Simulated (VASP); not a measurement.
# Band edges against the vacuum: BP(110), part 2 of 3

Where do the bulk band edges lie against the vacuum outside BP(110)?

VASP 6.6.1; r2SCAN; plane waves and PAW (B, P).

So far, gap on the k-mesh (eV): step 3 (band edges of the bulk) 1.44.

## Step 4: Relaxing the slab

System of this step: BP(110). The cell holds 18 atoms: 9 B and 9 P. Its edges and angles: a = 3.205 Å, b = 4.533 Å, c = 28.821 Å, α = 90.0°, β = 90.0°, γ = 90.0°. It derives from BP. 9 layers, cut at this functional's lattice. Vacuum lies along c.

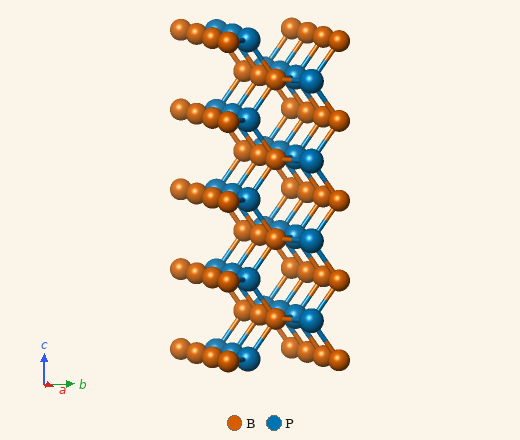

The cell of this step (boron orange, phosphorus blue). 3×1×1 cells are drawn. Some periodic images of atoms are drawn too.

All atoms relax at the fixed cell.

Input file INCAR:

```
SYSTEM = BP
PREC = Normal
ENCUT = 360
EDIFF = 1E-05
NELM = 120
ISMEAR = 0
SIGMA = 0.03
LREAL = Auto
ALGO = Normal
METAGGA = R2SCAN
LASPH = .TRUE.
NBANDS = 54
LORBIT = 11
LWAVE = .FALSE.
LCHARG = .FALSE.
KPAR = 4
IBRION = 2
NSW = 60
ISIF = 2
EDIFFG = -0.03
POTIM = 0.4
MAXMIX = 40
IDIPOL = 3
LDIPOL = .TRUE.
DIPOL = 0.5 0.5 0.5
```

Input file POSCAR:

```
BP
1.0
    3.2051789530      0.0000000000      0.0000000000
    0.0000000000      4.5328075452      0.0000000000
    0.0000000000      0.0000000000     28.8207158121
B P
9 9
Direct
    0.0000000000      0.0000000000      0.2775781200
    0.5000000000      0.5000000000      0.3331835900
    0.0000000000      0.0000000000      0.3887890600
    0.5000000000      0.5000000000      0.4443945300
    0.0000000000      0.0000000000      0.5000000000
    0.5000000000      0.5000000000      0.5556054700
    0.0000000000      0.0000000000      0.6112109400
    0.5000000000      0.5000000000      0.6668164100
    0.0000000000      0.0000000000      0.7224218800
    0.0000000000      0.7500000000      0.3331835900
    0.5000000000      0.2500000000      0.2775781200
    0.0000000000      0.7500000000      0.4443945300
    0.5000000000      0.2500000000      0.3887890600
    0.0000000000      0.7500000000      0.5556054700
    0.5000000000      0.2500000000      0.5000000000
    0.0000000000      0.7500000000      0.6668164100
    0.5000000000      0.2500000000      0.6112109400
    0.5000000000      0.2500000000      0.7224218800
```

Input file KPOINTS:

```
Automatic mesh
0
Gamma
8 5 1
0 0 0
```

PAW data sets: B and P (PBE family, release 64).

Started as:

```
$ mpirun -np 4 vasp_std
```

Output:

```text
[banner, memory and clock lines left out]
running    4 mpi-ranks, on    1 nodes
 distrk:  each k-point on    1 cores,    4 groups
 distr:  one band on    1 cores,    1 groups

 POSCAR found type information on POSCAR B P
 POSCAR found :  2 types and      18 ions
 [... a notice as in an earlier step ...]

 LDA part: xc-table for (None), standard interpolation
 POSCAR, INCAR and KPOINTS ok, starting setup
 FFT: planning ... GRIDC
 FFT: planning ... GRID_SOFT
 FFT: planning ... GRID
 WAVECAR not read
 entering main loop
       N       E                     dE             d eps       ncg     rms          rms(c)
DAV:   1     0.257157935341E+03    0.25716E+03   -0.23995E+04  1620   0.831E+02
DAV:   2    -0.135436256982E+03   -0.39259E+03   -0.37729E+03  2162   0.196E+02
DAV:   3    -0.166151912181E+03   -0.30716E+02   -0.30205E+02  1984   0.563E+01
DAV:   4    -0.167010097920E+03   -0.85819E+00   -0.85431E+00  2360   0.972E+00
DAV:   5    -0.167033265084E+03   -0.23167E-01   -0.23150E-01  2200   0.156E+00    0.233E+01
DAV:   6    -0.150785519933E+03    0.16248E+02   -0.65025E+00  1908   0.902E+00    0.143E+01
DAV:   7    -0.150311335421E+03    0.47418E+00   -0.31744E+00  2016   0.583E+00    0.205E+00
DAV:   8    -0.150291724428E+03    0.19611E-01   -0.24550E-01  2032   0.190E+00    0.911E-01
DAV:   9    -0.150293303584E+03   -0.15792E-02   -0.31073E-02  2168   0.597E-01    0.667E-01
DAV:  10    -0.150297270401E+03   -0.39668E-02   -0.35513E-03  1952   0.236E-01    0.223E-01
DAV:  11    -0.150299215453E+03   -0.19451E-02   -0.18882E-03  1920   0.170E-01    0.609E-02
DAV:  12    -0.150299929074E+03   -0.71362E-03   -0.25803E-04  2024   0.563E-02    0.573E-02
DAV:  13    -0.150300910235E+03   -0.98116E-03   -0.33033E-04  1940   0.543E-02    0.172E-02
DAV:  14    -0.150301580039E+03   -0.66980E-03   -0.20088E-04  2006   0.433E-02    0.179E-02
DAV:  15    -0.150302064058E+03   -0.48402E-03   -0.12237E-04  1982   0.337E-02    0.813E-03
DAV:  16    -0.150302162295E+03   -0.98237E-04   -0.14700E-05  1580   0.169E-02    0.637E-03
DAV:  17    -0.150302237505E+03   -0.75209E-04   -0.10819E-05  1508   0.128E-02    0.302E-03
DAV:  18    -0.150302272222E+03   -0.34717E-04   -0.57975E-06  1538   0.892E-03    0.226E-03
DAV:  19    -0.150302300120E+03   -0.27899E-04   -0.53371E-06  1510   0.865E-03    0.263E-03
DAV:  20    -0.150302328294E+03   -0.28174E-04   -0.19579E-06  1356   0.692E-03    0.176E-03
DAV:  21    -0.150302337174E+03   -0.88798E-05   -0.97217E-07  1242   0.509E-03
   1 F= -.15030234E+03 E0= -.15030234E+03  d E =-.150302E+03
 curvature:   0.00 expect dE= 0.000E+00 dE for cont linesearch  0.000E+00
 trial: gam= 0.00000 g(F)=  0.150E+01 g(S)=  0.000E+00 ort = 0.000E+00 (trialstep = 0.100E+01)
 search vector abs. value=  0.150E+01
 bond charge predicted
       N       E                     dE             d eps       ncg     rms          rms(c)
DAV:   1    -0.151161458695E+03   -0.85913E+00   -0.31896E+01  1664   0.199E+01    0.311E+00
DAV:   2    -0.151278443245E+03   -0.11698E+00   -0.10396E+00  1962   0.370E+00    0.167E+00
DAV:   3    -0.151308104694E+03   -0.29661E-01   -0.14599E-01  1950   0.152E+00    0.113E+00
DAV:   4    -0.151316672457E+03   -0.85678E-02   -0.69661E-02  1812   0.103E+00    0.696E-01
DAV:   5    -0.151319353830E+03   -0.26814E-02   -0.11048E-02  1990   0.378E-01    0.501E-01
DAV:   6    -0.151320929684E+03   -0.15759E-02   -0.23847E-03  1926   0.181E-01    0.157E-01
DAV:   7    -0.151321579647E+03   -0.64996E-03   -0.79912E-04  1998   0.108E-01    0.626E-02
DAV:   8    -0.151321799744E+03   -0.22010E-03   -0.15231E-04  1892   0.515E-02    0.379E-02
DAV:   9    -0.151321825826E+03   -0.26082E-04   -0.27301E-05  1792   0.192E-02    0.767E-03
DAV:  10    -0.151321874423E+03   -0.48597E-04   -0.12676E-05  1482   0.134E-02    0.161E-02
DAV:  11    -0.151321880075E+03   -0.56515E-05   -0.21942E-06  1306   0.802E-03
   2 F= -.15132188E+03 E0= -.15132188E+03  d E =-.101954E+01
[... from here on, the cycles between the ionic steps are left out ...]
   3 F= -.15149390E+03 E0= -.15149390E+03  d E =-.119156E+01
   4 F= -.15180530E+03 E0= -.15180530E+03  d E =-.311405E+00
   5 F= -.15185423E+03 E0= -.15185423E+03  d E =-.360328E+00
   6 F= -.15192250E+03 E0= -.15192250E+03  d E =-.682716E-01
   7 F= -.15194260E+03 E0= -.15194260E+03  d E =-.883771E-01
   8 F= -.15196165E+03 E0= -.15196165E+03  d E =-.190474E-01
   9 F= -.15196184E+03 E0= -.15196184E+03  d E =-.192377E-01
  10 F= -.15196960E+03 E0= -.15196960E+03  d E =-.775484E-02
  11 F= -.15197063E+03 E0= -.15197063E+03  d E =-.879280E-02
  12 F= -.15197536E+03 E0= -.15197536E+03  d E =-.473038E-02
  13 F= -.15197861E+03 E0= -.15197861E+03  d E =-.797375E-02
  14 F= -.15198142E+03 E0= -.15198142E+03  d E =-.281770E-02
  15 F= -.15198206E+03 E0= -.15198206E+03  d E =-.345034E-02
  16 F= -.15198269E+03 E0= -.15198269E+03  d E =-.637223E-03
  17 F= -.15198273E+03 E0= -.15198273E+03  d E =-.675184E-03
 curvature:  -0.85 expect dE=-0.295E-03 dE for cont linesearch -0.110E-07
 trial: gam= 0.32143 g(F)=  0.346E-03 g(S)=  0.000E+00 ort =-0.457E-05 (trialstep = 0.969E+00)
 search vector abs. value=  0.510E-03
 bond charge predicted
       N       E                     dE             d eps       ncg     rms          rms(c)
DAV:   1    -0.151982862852E+03   -0.12907E-03   -0.11001E-02  1626   0.399E-01    0.590E-02
DAV:   2    -0.151982849724E+03    0.13128E-04   -0.60251E-04  2066   0.914E-02    0.381E-02
DAV:   3    -0.151982933568E+03   -0.83843E-04   -0.39631E-05  1676   0.266E-02    0.131E-02
DAV:   4    -0.151982935012E+03   -0.14439E-05   -0.10131E-05  1494   0.133E-02
  18 F= -.15198294E+03 E0= -.15198294E+03  d E =-.202574E-03
 trial-energy change:   -0.000203  1 .order   -0.000214   -0.000334   -0.000093
 step:   1.3450(harm=  1.3450)  dis= 0.00243  next Energy=  -151.982964 (dE=-0.232E-03)
 reached required accuracy - stopping structural energy minimisation
```

Wall time 13 min (4 MPI ranks of AMD EPYC 9R45, shared host); peak memory 1.2 GiB; 52 min of CPU time.

Parts of OUTCAR (step 4):

```text
  LATTYP: Found a simple orthorhombic cell.
 ALAT       =     3.2051789530
 B/A-ratio  =     1.4142135624
 C/A-ratio  =     8.9919209613

 Subroutine GETGRP returns: Found  4 space group operations
 (whereof  4 operations were pure point group operations)

The static configuration has the point symmetry C_2v.

 Found     15 irreducible k-points:

   k-points           NKPTS =     15   k-points in BZ     NKDIM =     15   number of bands    NBANDS=     54

   dimension x,y,z NGX =    16 NGY =   24 NGZ =  140
   dimension x,y,z NGXF=    32 NGYF=   48 NGZF=  280

   ENCUT  =  360.0 eV  26.46 Ry    5.14 a.u.   4.96  7.01 44.59*2*pi/ulx,y,z

   NELECT =      72.0000    total number of electrons

 dipolmoment           0.000000      0.000000      0.000000 electrons x Angstroem

 E-fermi :   0.9711

 k-point     1 :       0.0000    0.0000    0.0000
  band No.  band energies     occupation
    ...
     32       0.1538      2.00000
     33       0.5234      2.00000
     34       0.5736      2.00000
     35       0.7604      2.00000
     36       0.8284      2.00000
     37       2.6721      0.00000
     38       2.8907      0.00000
     39       2.9876      0.00000
     40       3.4368      0.00000
     41       3.6339      0.00000
    ...

 k-point     2 :       0.1250    0.0000    0.0000
  band No.  band energies     occupation
    ...
     32      -0.5811      2.00000
     33      -0.4558      2.00000
     34      -0.3840      2.00000
     35       0.2937      2.00000
     36       0.3675      2.00000
     37       2.9250      0.00000
     38       3.3108      0.00000
     39       3.7856      0.00000
     40       4.0892      0.00000
     41       4.1700      0.00000
    ...

  Total       -2.2285745      1.5361290     -0.9801581      0.0000000      0.0000000      0.0000000
  in kB       -8.5273369      5.8777885     -3.7504414      0.0000000      0.0000000      0.0000000
  external PRESSURE =      -2.1333299 kB  Pullay stress =       0.0000000 kB

  energy-cutoff  :      360.00
  volume of cell :      418.72
      direct lattice vectors                 reciprocal lattice vectors
     3.205178953  0.000000000  0.000000000     0.311995060  0.000000000  0.000000000
     0.000000000  4.532807545  0.000000000     0.000000000  0.220613823  0.000000000
     0.000000000  0.000000000 28.820715812     0.000000000  0.000000000  0.034697265

 POSITION                                       TOTAL-FORCE (eV/Angst)
 -----------------------------------------------------------------------------------
      0.00000      0.22311      8.32929        -0.000000     -0.009781      0.013163
      1.60259      2.23894      9.58088         0.000000      0.000686      0.006843
      3.20518      4.50517     11.20654        -0.000000     -0.005007      0.005534
      1.60259      2.22867     12.80185        -0.000000      0.005676      0.016711
      3.20518      4.49684     14.41036        -0.000000      0.009832      0.000000
      1.60259      2.22867     16.01887        -0.000000      0.005676     -0.016711
      3.20518      4.50517     17.61418        -0.000000     -0.005007     -0.005534
      1.60259      2.23894     19.23984         0.000000      0.000686     -0.006843
      0.00000      0.22311     20.49142        -0.000000     -0.009781     -0.013163
      0.00000      3.34362      9.58695        -0.000000      0.004922      0.027747
      1.60259      1.16241      7.85567        -0.000000     -0.005835      0.006476
      0.00000      3.36210     12.80411         0.000000      0.006568      0.009991
      1.60259      1.10309     11.18871        -0.000000     -0.006818      0.004429
      0.00000      3.36210     16.01661        -0.000000      0.006568     -0.009991
      1.60259      1.09738     14.41036        -0.000000      0.009348      0.000000
      0.00000      3.34362     19.23377        -0.000000      0.004922     -0.027747
      1.60259      1.10309     17.63201        -0.000000     -0.006818     -0.004429
      1.60259      1.16241     20.96504         0.000000     -0.005835     -0.006476
 -----------------------------------------------------------------------------------
    total drift:                                0.000000     -0.005011      0.000002

  FREE ENERGIE OF THE ION-ELECTRON SYSTEM (eV)
  ---------------------------------------------------
  free  energy   TOTEN  =      -151.9829350115 eV

  energy  without entropy=     -151.9829350115  energy(sigma->0) =     -151.98293501

 vacuum level on the upper side and lower side of the slab         6.510         6.510

 total charge
# of ion       s       p       d       tot
------------------------------------------
    1        0.732   1.117   0.000   1.849
    2        0.682   1.228   0.000   1.909
    3        0.683   1.255   0.000   1.938
    4        0.681   1.269   0.000   1.950
    5        0.681   1.269   0.000   1.950
    6        0.681   1.269   0.000   1.950
    7        0.683   1.255   0.000   1.938
    8        0.682   1.228   0.000   1.909
    9        0.732   1.117   0.000   1.849
   10        0.989   1.605   0.000   2.594
   11        1.029   1.541   0.000   2.570
   12        0.986   1.586   0.000   2.572
   13        0.987   1.589   0.000   2.576
   14        0.986   1.586   0.000   2.572
   15        0.986   1.588   0.000   2.573
   16        0.989   1.605   0.000   2.594
   17        0.987   1.589   0.000   2.576
   18        1.029   1.541   0.000   2.570
--------------------------------------------------
tot         15.203  25.236   0.000  40.440

[... 1 part as in an earlier step ...]

[... 7 further parts left out ...]
```

The run keeps the 4 symmetry operations of its start, so it cannot find a distortion of lower symmetry.

The steps of the relaxation:

```
step  energy less that of the first step (eV)  largest force (eV/Å)
   1                                   0.0000                3.3421
   2                                  -1.0195                1.8690
   3                                  -1.1916                1.1977
   4                                  -1.5030                0.8216
   5                                  -1.5519                1.2001
   6                                  -1.6202                0.8350
   7                                  -1.6403                0.3599
   8                                  -1.6593                0.1969
   9                                  -1.6595                0.2271
  10                                  -1.6673                0.1013
  11                                  -1.6683                0.1143
  12                                  -1.6730                0.0981
  13                                  -1.6763                0.1207
  14                                  -1.6791                0.0804
  15                                  -1.6797                0.0683
  16                                  -1.6804                0.0321
  17                                  -1.6804                0.0468
  18                                  -1.6806                0.0282
```

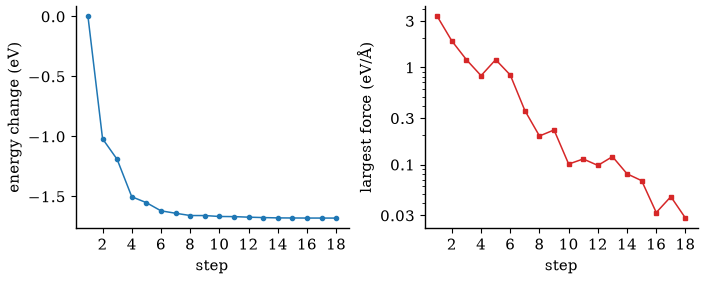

Energy and largest force along the relaxation.

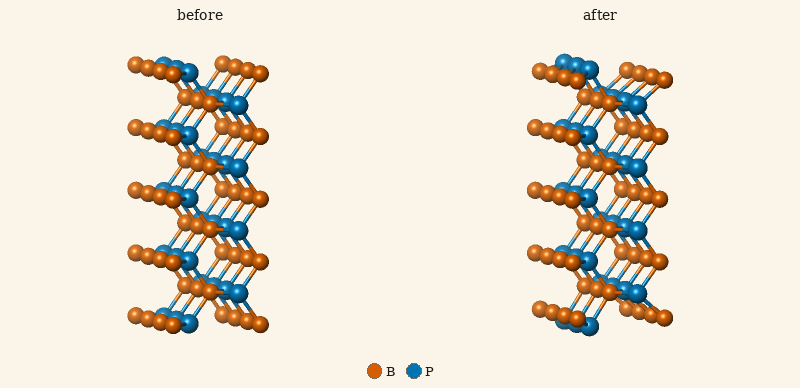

Before and after, at one scale.

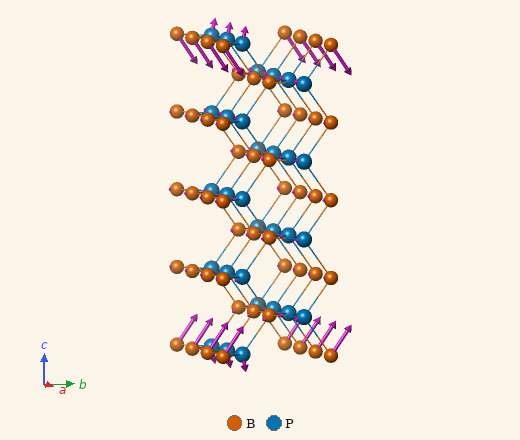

Displacements in the relaxation, exaggerated; the longest in the cell stands for 0.40 Å. 3×1×1 cells are drawn. Some periodic images of atoms are drawn too.

The atoms that moved most (Å):

```
atom     dx      dy      dz  length
  B1  0.000   0.223   0.329   0.398
  B9  0.000   0.223  -0.329   0.398
 P18  0.000   0.029   0.144   0.147
 P11  0.000   0.029  -0.144   0.147
 P10  0.000  -0.056  -0.016   0.058
 P16  0.000  -0.056   0.016   0.058
  B4  0.000  -0.038  -0.006   0.038
  B6  0.000  -0.038   0.006   0.038
```

The relaxed structure:

```xyz
18
Lattice="3.2052 0.0000 0.0000 0.0000 4.5328 0.0000 0.0000 0.0000 28.8207" Properties=species:S:1:pos:R:3
B     0.0000    0.2231    8.3293
B     1.6026    2.2389    9.5809
B     0.0000   -0.0276   11.2065
B     1.6026    2.2287   12.8018
B     0.0000   -0.0360   14.4104
B     1.6026    2.2287   16.0189
B     0.0000   -0.0276   17.6142
B     1.6026    2.2389   19.2398
B     0.0000    0.2231   20.4914
P     0.0000    3.3436    9.5870
P     1.6026    1.1624    7.8557
P     0.0000    3.3621   12.8041
P     1.6026    1.1031   11.1887
P     0.0000    3.3621   16.0166
P     1.6026    1.0974   14.4104
P     0.0000    3.3436   19.2338
P     1.6026    1.1031   17.6320
P     1.6026    1.1624   20.9650
```

Numbers from this step:

* electronic cycles: 140
* electrons: 72
* free energy (TOTEN): -151.9829 eV
* Fermi energy: 0.9711 eV
* dipole moment: 0, 0, 0 e·Å
* gap on the k-mesh: 0.6139 eV
* least direct gap on the k-mesh: 1.643 eV

The run ended after 18 ionic steps, 1.681 eV below its first step, once the forces on the free atoms met EDIFFG = -0.03.

(Continued in part 3 of 3.)

[Lines on the potential files, build, host, timing and source positions are cut from VASP's logs without a mark.]

[Logs are printed without paths, hosts, clocks, repeated set-up lines and the standing remarks that a program may print on its own settings, such as how far it seeks lower states.]

[Hosts, paths, dates, database ids (printed as entryN), source tags and the programs' standing remarks are cut or masked in the printed files.]

[Runs that stopped without an error message from VASP are left out.]
